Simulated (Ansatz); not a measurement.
## Debugging a many-body input for PbO (Massicot)

A first try at the G0W0 gap of PbO (Massicot), what the program said, and an input that works.

Program: Ansatz 0.2.0. Level of theory: G0W0 on r2SCAN, plane waves, PAW; PAW set soft_1. Results are calculated unless marked as measured.

## Step 1: Set-up

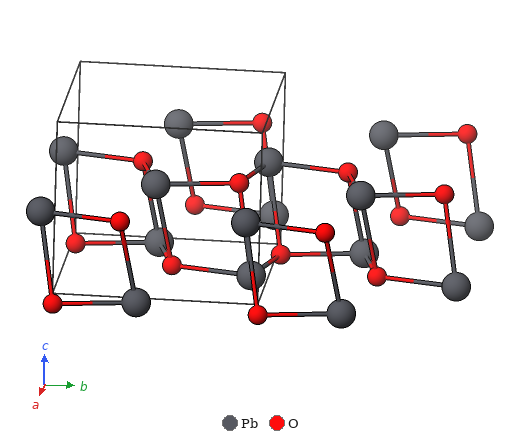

Start, viewed slightly off an axis; lead dark grey, oxygen red. 2×2×1 cells are drawn.

Coordinates:

```cif
data_structure
_symmetry_space_group_name_H-M 'P 1'
_symmetry_Int_Tables_number 1
_cell_length_a 5.8931
_cell_length_b 5.4904
_cell_length_c 4.7528
_cell_angle_alpha 90.000
_cell_angle_beta 90.000
_cell_angle_gamma 90.000
_cell_volume 153.78
loop_
_atom_site_label
_atom_site_type_symbol
_atom_site_fract_x
_atom_site_fract_y
_atom_site_fract_z
_atom_site_occupancy
Pb1 Pb 0.22970 0.98840 0.25000 1
Pb2 Pb 0.77030 0.01160 0.75000 1
Pb3 Pb 0.22970 0.51160 0.75000 1
Pb4 Pb 0.77030 0.48840 0.25000 1
O5 O 0.86530 0.09170 0.25000 1
O6 O 0.13470 0.90830 0.75000 1
O7 O 0.86530 0.40830 0.75000 1
O8 O 0.13470 0.59170 0.25000 1
```

The cell and positions come from the Crystallography Open Database and are kept as given unless a step says otherwise. Spin-orbit coupling is left out unless a step names it.

## Step 2: First try

Contents of input.yaml:

```yaml
crystal:
  lattice:
    - [5.8931, 0.0, 0.0]
    - [0.0, 5.4904, 0.0]
    - [0.0, 0.0, 4.7528]
  atoms:
    - { symbol: Pb, position: [0.2297, 0.9884, 0.25] }
    - { symbol: Pb, position: [0.7703, 0.0116, 0.75] }
    - { symbol: Pb, position: [0.2297, 0.5116, 0.75] }
    - { symbol: Pb, position: [0.7703, 0.4884, 0.25] }
    - { symbol: O, position: [0.8653, 0.0917, 0.25] }
    - { symbol: O, position: [0.1347, 0.9083, 0.75] }
    - { symbol: O, position: [0.8653, 0.4083, 0.75] }
    - { symbol: O, position: [0.1347, 0.5917, 0.25] }
kpoints:
  mp_grid: { grid: [2, 2, 4] }
hamiltonian:
  xc: r2scan
  pseudopotentials: { kind: paw, azcp: { folder: soft_1 } }
scf:
  occupations: { method: fixed }
gw:
  n_empty_bands: 4
  ecut_chi: 40
  qp_bands: [v2, c2]
  qp_kpoints: band_edges
  screening: { model: contour_deformation }
```

Command:

```bash
$ ansatz run input.yaml --threads 24 --pin off --max-ram 82944MiB --backend cuda --events-out ev --progress --plain --runs-dir out --devices 1 --max-vram 78GiB
```

Numbers of over 12 decimals in the logs are rounded to 6 here.

Log:

```text
GPUs: using 1 of 1 available (devices: 1).
Engine: ansatz 0.2.0, aarch64-unknown-linux-gnu
Pseudopotentials: kind: paw
Pseudopotential: Pb, paw, valence charge 14, recommended cutoff 500 eV (meta_gga), soft_1/Pb.paw.azcp
Pseudopotential: O, paw, valence charge 6, recommended cutoff 500 eV (meta_gga), soft_1/O.paw.azcp
Functional definition: r2SCAN
  parameter k0 = 0.174
  parameter k1 = 0.065
  parameter a1 = 4.9479
  exchange = r2scan_x(k0 = k0, k1 = k1, a1 = a1)
  correlation = r2scan_c
[...]
Crystal: 8 atoms, lattice volume = 153.779 Å³
Basis set: ecut = 500 eV, 3869 PW (Γ), exchange–correlation on 180×180×144 points (64 copies of the dense FFT grid, shifted against one another)
Bands: 48, of which v1, the nominal top of the filled ones, is band 40 counted from 1 (39 counted from 0)
Symmetry: 8 space group operations
Space group: Pbcm (ITA 57), of the structure as read, at distance tolerance 5.4e-5 Å
k-points: 12 of 16
Non-local potential: Pb, projectors of the file, l = 0: 2, l = 1: 2, l = 2: 2, l = 3: 1
Non-local potential: O, projectors of the file, l = 0: 2, l = 1: 2, l = 2: 1
PAW form: soft (Blöchl's): semilocal exchange-correlation on the pseudo side does not see the compensation charge
PAW frozen core: Pb, regenerated for the run's functional (the file was generated under x = pbe(κ = 0.804, μ = 0.219515), c = pbe(β = 0.066725))
PAW frozen core: O, regenerated for the run's functional (the file was generated under x = pbe(κ = 0.804, μ = 0.219515), c = pbe(β = 0.066725))
PAW one-centre angular grid: Pb, 590 points (default); XC on 160 Gauss nodes
PAW one-centre angular grid: O, 302 points (default); XC on 160 Gauss nodes
Initial density: superposition of atomic densities (chi_scale 0.1, normalization cell, long waves kept (reshape's long-wave potential 0.22 eV rms))
Initial wavefunctions: pseudopotential atomic-orbital guess
[...]
Functional: x = r2scan, c = r2scan; τ floored in thin density (d = 2e-4 eV/Å³)
SCF iter   1: F=—  HF=-49965.733089 eV  |F-HF|=—  |Δ(HF+E_count)|=         —  Δρ=5.00e-2  dr2=4.34e0  dr2_τ=4.11e-1  ethr=3.10e-3  ⟨swp⟩=5.0  Hψ=2068  notcnv=0  defer=58
preconditioner: auto → Resta (q_TF=auto, 2.447 Å⁻¹)  ε∞=3.6  [insulator: Δε(μ)=3.061 eV  Ē_g=16.481 eV  n_scr=34 (ndim 8)  ℏωp=26.8 eV  f_vac=0.000  ε∞_Penn≈3.6]
SCF iter   2: F=—  HF=-49965.297641 eV  |F-HF|=—  |Δ(HF+E_count)|=   4.35e-1  Δρ=2.79e-2  dr2=7.83e-1  dr2_τ=1.16e-1  ethr=3.10e-3  ⟨swp⟩=2.0  Hψ=1205  notcnv=0  defer=49
SCF iter   3: F=—  HF=-49965.390478 eV  |F-HF|=—  |Δ(HF+E_count)|=   9.28e-2  Δρ=1.17e-2  dr2=2.42e-1  dr2_τ=1.66e-2  ethr=9.79e-4  ⟨swp⟩=3.1  Hψ=1010  notcnv=0  defer=66
SCF iter   4: F=—  HF=-49965.407610 eV  |F-HF|=—  |Δ(HF+E_count)|=   1.71e-2  Δρ=3.32e-3  dr2=1.07e-2  dr2_τ=9.58e-4  ethr=3.02e-4  ⟨swp⟩=2.7  Hψ=1136  notcnv=0  defer=68
SCF iter   5: F=—  HF=-49965.413680 eV  |F-HF|=—  |Δ(HF+E_count)|=   6.07e-3  Δρ=5.42e-4  dr2=3.27e-4  dr2_τ=1.88e-5  ethr=1.33e-5  ⟨swp⟩=2.7  Hψ=823  notcnv=0  defer=69
SCF iter   6: F=—  HF=-49965.413952 eV  |F-HF|=—  |Δ(HF+E_count)|=   2.72e-4  Δρ=1.05e-4  dr2=1.91e-5  dr2_τ=2.09e-6  ethr=4.09e-7  ⟨swp⟩=2.0  Hψ=899  notcnv=0  defer=68
SCF iter   7: F=—  HF=-49965.413959 eV  |F-HF|=—  |Δ(HF+E_count)|=   7.38e-6  Δρ=3.05e-5  dr2=9.74e-7  dr2_τ=8.11e-8  ethr=2.38e-8  ⟨swp⟩=2.0  Hψ=974  notcnv=0  defer=60
SCF iter   8: F=-49965.413961 eV  HF=-49965.413961 eV  |F-HF|=5.06e-9  |Δ(HF+E_count)|=   1.31e-6  Δρ=5.87e-6  dr2=7.25e-8  dr2_τ=4.41e-9  ethr=1.25e-10  ⟨swp⟩=11.9  Hψ=2766  notcnv=0
SCF 1 converged in 8 iterations: F = -49965.413961 eV  dr2 = 7.25e-8
[...]
NSCF: frozen V_eff on 12 k-points
[...]
NSCF: frozen V_eff on 12 k-points
G₀W₀ screening: q 1/12
[... further progress lines ...]
SCF converged after 8 iterations
[...]
--- G₀W₀: contour deformation, 5 samples at zero and on the imaginary axis and 1 off it, 16 q-points, 4 empty bands' worth ---
  eigenvalues of the whole cell's RPA ε∞ on this k-mesh (on a slab, of 1 + 4πα/V) = 4.2256, 4.3058, 4.4390; static W/v taken at q = 0 is 0.230737
  gw.qp_kpoints: band_edges: 11 of 12 stored k-points solved, in 1 pass; an edge of the gap read off the rows below is read off those points alone
    valence top: of the k-points left out ik 9 came nearest to being solved in a further pass, in band 39 (counted from 1, as in the quasiparticle table): it holds the edge there only if its correction is more favourable than any solved in that band by at least 0.490 eV; those differ by 0.257 eV
    conduction bottom: of the k-points left out ik 9 came nearest to being solved in a further pass, in band 42 (counted from 1, as in the quasiparticle table): it holds the edge there only if its correction is more favourable than any solved in that band by at least 0.770 eV; those differ by 0.520 eV
  `?` marks the rows in doubt; gw_qp.tsv's column doubts and the gw_qp event give each row's grounds
    ik  band        ε_KS         Σx   Σc(E_QP)       V_xc       Z   E_QP_lin       E_QP  E_QP is
     0    39      7.7830   -22.7174     3.6236   -19.1060  0.7185     7.7952     7.7952  root
     0    40      8.1641   -22.9559     3.3609   -19.7400  0.7331     8.3086     8.3091  root
     0    41     11.9476    -9.7865    -1.9604   -13.5087  0.8027    13.7888    13.7094  root
     0    42     12.5381   -11.6934    -1.7629   -15.5299  0.8150    14.7193    14.6117  root ?
     1    39      7.5491   -25.6800     4.3246   -21.2597  0.6898     7.4531     7.4534  root
     1    40      8.1486   -22.7844     3.3206   -19.6078  0.7368     8.2921     8.2927  root
     1    41     12.1105    -9.2677    -1.9975   -13.0648  0.8061    13.9959    13.9100  root
     1    42     12.9541   -11.3472    -1.7741   -15.3862  0.8208    15.3694    15.2190  root ?
     2    39      7.8934   -22.7385     3.4212   -19.4330  0.7337     8.0087     8.0091  root
     2    40      7.8934   -22.7385     3.4212   -19.4330  0.7337     8.0087     8.0091  root
     2    41     12.7650    -8.4639    -2.0375   -12.4316  0.8118    14.8206    14.6952  root ?
     2    42     12.7650    -8.4639    -2.0375   -12.4316  0.8118    14.8206    14.6952  root ?
     3    39      7.9587   -22.5271     3.3973   -19.2184  0.7316     8.0471     8.0473  root
     3    40      7.9587   -22.5271     3.3973   -19.2184  0.7316     8.0471     8.0473  root
     3    41     12.7959    -9.1366    -2.0836   -13.4090  0.8213    15.1424    14.9847  root ?
     3    42     12.7959    -9.1366    -2.0836   -13.4090  0.8213    15.1424    14.9847  root ?
     4    39      7.7859   -22.2177     3.3613   -18.9669  0.7341     7.8961     7.8964  root
     4    40      7.7859   -22.2177     3.3613   -18.9669  0.7341     7.8961     7.8964  root
     4    41     12.1800    -9.3004    -1.7070   -13.1532  0.8362    14.4446    14.3257  root ?
     4    42     12.1800    -9.3004    -1.7070   -13.1532  0.8362    14.4446    14.3257  root ?
     5    39      7.3785   -22.4101     3.5973   -18.8257  0.7184     7.3914     7.3914  root
     5    40      7.3785   -22.4101     3.5973   -18.8257  0.7184     7.3914     7.3914  root
[...]
7    41     11.7755    -9.3406    -1.8937   -13.2382  0.8216    13.8846    13.7793  root ?
[...]
8    41     11.8343    -9.2759    -1.8123   -13.1992  0.8350    14.0565    13.9453  root ?
     8    42     11.8343    -9.2759    -1.8123   -13.1992  0.8350    14.0565    13.9453  root ?
[...]
10    42     10.9667    -9.0290    -1.5922   -12.4377  0.8322    12.8442    12.7832  root
    11    39      7.6188   -21.5997     3.3574   -18.3060  0.7302     7.6825     7.6827  root
    11    40      7.6188   -21.5997     3.3574   -18.3060  0.7302     7.6825     7.6827  root
    11    41     11.0729   -10.8014    -1.5636   -14.1900  0.8191    12.9623    12.8980  root
    11    42     11.0729   -10.8014    -1.5636   -14.1900  0.8191    12.9623    12.8980  root
```

The job ended after 1.9 s (1 × NVIDIA GB200 (shared by 2 runs) with 24 threads of Arm Neoverse V2, shared host; peak memory 1.3 GiB).

**Diagnosis.**

The run ended normally, though the input holds a fault or crude settings.

The fault: four empty bands in G0W0. The sums over empty states are cut off almost at the gap, so screening and correlation are far from complete.

It printed a gap of 4.47 eV, which is an artefact of the settings.

## Step 3: A better input

G0W0 replaces the xc potential by the self-energy, built once from these orbitals. Only a window of levels is corrected, while the sums run over the empty bands that the input names. This step takes PAW set soft_1 files.

Changes to input.yaml since step 2:

```diff
@@ -15,3 +15,3 @@
 kpoints:
-  mp_grid: { grid: [2, 2, 4] }
+  mp_grid: { grid: [4, 4, 4] }
 hamiltonian:
@@ -22,4 +22,4 @@
 gw:
-  n_empty_bands: 4
-  ecut_chi: 40
+  n_empty_bands: 459
+  ecut_chi: 120
   qp_bands: [v2, c2]
```

Log:

```text
GPUs: using 1 of 1 available (devices: 1).
[...]
Crystal: 8 atoms, lattice volume = 153.779 Å³
Basis set: ecut = 500 eV, 3869 PW (Γ), exchange–correlation on 180×180×144 points (64 copies of the dense FFT grid, shifted against one another)
Bands: 48, of which v1, the nominal top of the filled ones, is band 40 counted from 1 (39 counted from 0)
[... 1 set-up line as in the run before ...]
[...]
k-points: 27 of 64
[...]
SCF iter   1: F=—  HF=-49965.755292 eV  |F-HF|=—  |Δ(HF+E_count)|=         —  Δρ=5.00e-2  dr2=4.33e0  dr2_τ=4.10e-1  ethr=3.10e-3  ⟨swp⟩=4.9  Hψ=4702  notcnv=0  defer=148
[...]
SCF iter   8: F=-49965.439220 eV  HF=-49965.439220 eV  |F-HF|=2.04e-8  |Δ(HF+E_count)|=   1.26e-6  Δρ=7.08e-6  dr2=9.53e-8  dr2_τ=6.06e-9  ethr=1.25e-10  ⟨swp⟩=13.4  Hψ=7051  notcnv=0
SCF 1 converged in 8 iterations: F = -49965.439220 eV  dr2 = 9.53e-8
[...]
NSCF: frozen V_eff on 27 k-points, pencils in batches of 32, up to order 192
[...]
SCF converged after 8 iterations
[...]
10    42     12.3291    -9.7880    -3.3779   -13.5441  0.8003    12.7091    12.7073  root
    11    39      7.9379   -22.5908     3.0947   -19.3346  0.7525     7.7760     7.7764  root
    11    40      7.9379   -22.5908     3.0947   -19.3346  0.7525     7.7760     7.7764  root
    11    41     12.1622    -9.1975    -3.5450   -13.0694  0.8066    12.4904    12.4891  root
    11    42     12.1622    -9.1975    -3.5450   -13.0694  0.8066    12.4904    12.4891  root
    12    39      7.9599   -22.9251     3.2641   -19.5320  0.7470     7.8306     7.8308  root
    12    40      8.0875   -23.0446     3.1981   -19.7278  0.7489     7.9686     7.9688  root
    12    41     11.5210    -9.4965    -3.3138   -13.1260  0.8087    11.8377    11.8366  root
[...]
26    39      7.6182   -21.5523     3.0219   -18.3067  0.7531     7.3936     7.3944  root
    26    40      7.6182   -21.5523     3.0219   -18.3067  0.7531     7.3936     7.3944  root
    26    41     11.0732   -10.8838    -2.9311   -14.1894  0.8042    11.4491    11.4478  root
    26    42     11.0732   -10.8838    -2.9311   -14.1894  0.8042    11.4491    11.4478  root
```

Elapsed: 22 s, on 1 × NVIDIA GB200 (shared by 2 runs) with 24 threads; peak memory 3.2 GiB; 75 s of CPU time.

Numbers from this step:

```yaml
bands_summed: 499
rpa_eps_infinity_on_this_mesh_eigenvalues: 5.303, 5.501, 5.765
plane_waves_in_the_screening_matrix: 463
q_points_in_the_mesh: 64
g0w0_gap_on_the_mesh: 3.178 eV
k_of_the_valence_top: 0, 0, 0
k_of_the_conduction_bottom: -0.5, -0.5, 0.25
starting_gap_on_the_mesh: 2.805 eV
z_at_the_valence_top: 0.7512
z_at_the_conduction_bottom: 0.8127
least_direct_g0w0_gap_on_the_computed_points: 3.562 eV
```

The gap on the mesh goes from 2.80 eV to 3.18 eV, a correction of +0.37 eV. Between the two edge states, bare exchange in place of the xc potential would open the gap by 6.49 eV, and correlation takes back 6.12 eV.

## Step 4: What came out

| Item | Value |
| --- | --- |
| first try | converged after 1.9 s |
| better run | G0W0 gap on the mesh 3.18 eV (4×4×4 mesh, 459 empty bands, screening to 120 eV, PAW set soft_1 files) |

**Reading.** The second run differs in: mesh, empty bands and screening cutoff (eV). Bands and cutoff are finite, so the gap is not at the basis limit. The miss can reach some tenths of an eV and take either sign; the mesh is an error of its own. Where an edge is built on 6p states of lead, bismuth or thallium, scalar-relativistic gaps usually stand too wide, by a few tenths to over one eV. The many-body steps are scalar-relativistic: spin-orbit coupling is not in them.

[Paths, hosts, dates, memory and timing lines, banners, echoed tables and standing remarks are left out of the program output.]

[Logs are printed without paths, hosts, clocks, repeated set-up lines and the standing remarks that a program may print on its own settings, such as how far it seeks lower states.]

[Runs of the session that timed out or met a known fault of the program may be left out.]

[Cells called generated may have been cut or substituted from an entry of the Crystallography Open Database or the Materials Project.]

[No measured gap is set beside runs whose start may be inverted or whose files or cutoffs have a known fault.]

[Hosts, paths, dates, database ids (printed as entryN), source tags and the programs' standing remarks are cut or masked in the printed files.]
